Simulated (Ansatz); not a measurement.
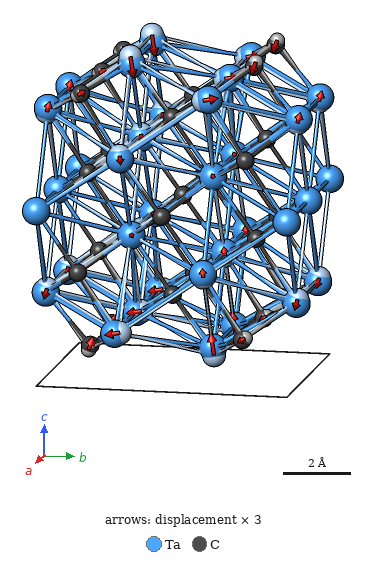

This is a relaxation of a slab of composition TaC (cut from the Fm-3m phase). The starting structure is drawn faded, the final one solid; red arrows show the displacements, 3 times their true length.

The picture is a ball-and-stick view of the 2 × 1 repeat of the cell, outlined in the plane, without the vacuum, seen slightly off an axis.

The slab is the (2 1 1) face of TaC.

Level of theory: DFT PBE, scalar-relativistic, plane waves, PAW in Ansatz 0.2.0. Settings: plane-wave cutoff 420 eV; k-point mesh 11 × 5 × 1; occupations gaussian; smearing width 0.1 eV; no spin polarisation; dipole correction; atoms relaxed in a fixed cell; force threshold 0.02 eV/Å; at most 60 steps.

**Atoms of which element are displaced furthest, and by how much?**

Tantalum: up to 0.24 Å, against 0.15 Å for carbon.

**What happened in the run?**

Over 6 geometry steps the energy falls by 2.547 eV per cell of the calculation. The largest force component goes from 3.7 to 0.0036 eV/Å. The largest moves, 0.24 Å, are those of Ta atoms. Largest moves by element: Ta 0.24 Å, C 0.15 Å. The cell doesn't change. Some distances before and after: C–Ta 2.238 → 2.014 Å, Ta–Ta 3.164 → 3.369 Å, Ta–Ta 3.164 → 2.977 Å, C–Ta 2.238 → 2.051 Å. Bond angles that change, for instance: Ta–C–Ta 90.0° → 101.0°, Ta–C–Ta 90.0° → 97.4°, Ta–C–Ta 90.0° → 84.5°. Cost: 2.8 min on 8 threads of Arm Neoverse V2 (shared host), peak memory 3 GiB.
